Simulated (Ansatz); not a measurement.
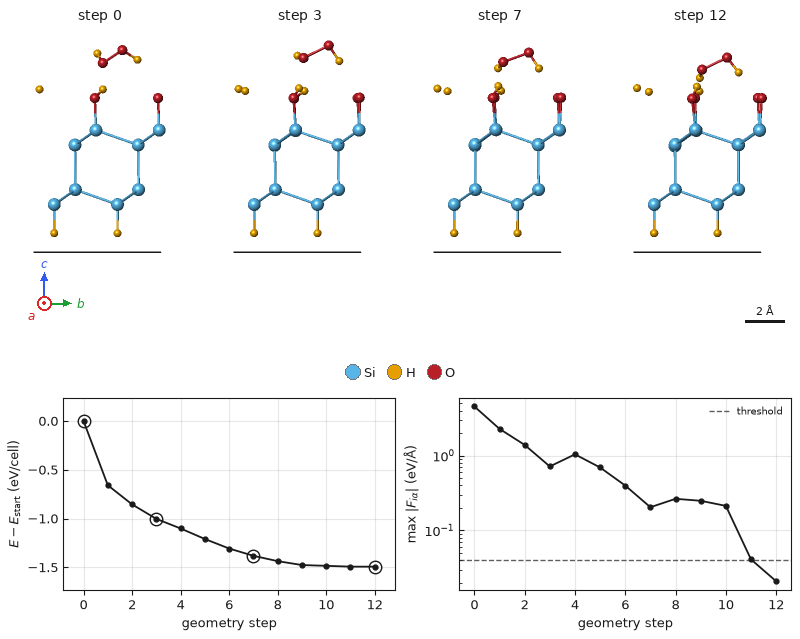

Frames of a constrained relaxation of a slab of composition Si₈H₅O₃ (cut from the Fd-3m phase), marked on the history of the run. Style: ball-and-stick. Shown: the cell of the calculation, outlined in the plane, without the vacuum (origin shifted), along the a axis.

Case: 1 H2O2 a cell, flat, over a bridge H-H site. The slab is the (1 1 1) face of Si with H2O2 on it. 8 atoms are held fixed.

Method: DFT PBE+D3(BJ), scalar-relativistic, plane waves, PAW in Ansatz. Set-up: plane-wave cutoff 420 eV; k-point mesh 3 × 3 × 1; occupations gaussian; smearing width 0.05 eV; no spin polarisation; dipole correction; atoms relaxed in a fixed cell; force threshold 0.04 eV/Å; at most 100 steps.

### Describe the path.

After 12 geometry steps the energy has fallen by 1.493 eV per cell of the calculation. Largest force component: 4.5 eV/Å at the start, 0.021 eV/Å at the end. An H atom moves most: 1.49 Å at 31° to the normal (−c side). By element the largest moves are H 1.49 Å, O 0.90 Å, Si 0.06 Å. The cell doesn't change. Near-neighbour distances that change, for instance: O–O 1.317 → 1.456 Å, Si–Si 2.344 → 2.291 Å, H–O 0.972 → 1.008 Å, Si–Si 2.344 → 2.376 Å. Bond angles that change, for instance: Si–Si–O 105.3° → 99.4°, Si–Si–O 111.4° → 106.6°, Si–Si–O 105.3° → 109.4°. The run took 2.2 min on 4 threads of AMD EPYC 9R45 96-Core Processor (Zen 5), on a shared host, peak memory 2.7 GiB. From step 0 to 3: an O atom moves most (0.56 Å), energy −1.003 eV per cell of the calculation. From step 3 to 7: an H atom moves most (0.77 Å), energy −0.378 eV per cell of the calculation. From step 7 to 12: an H atom moves most (0.51 Å), energy −0.111 eV per cell of the calculation.

| step | E − E(0), meV/atom | largest force component, eV/Å |
| --- | --- | --- |
| 0 | 0.00 | 4.5387 |
| 1 | -20.57 | 2.2794 |
| 2 | -26.69 | 1.3902 |
| 3 | -31.34 | 0.7170 |
| 4 | -34.41 | 1.0413 |
| 5 | -37.78 | 0.6942 |
| 6 | -40.83 | 0.3979 |
| 7 | -43.16 | 0.2044 |
| 8 | -44.88 | 0.2649 |
| 9 | -46.12 | 0.2492 |
| 10 | -46.37 | 0.2131 |
| 11 | -46.64 | 0.0410 |
| 12 | -46.64 | 0.0210 |

Limits of the set-up: the periodic images lie only 7.7 Å apart, so the values are limited by the cell's size.
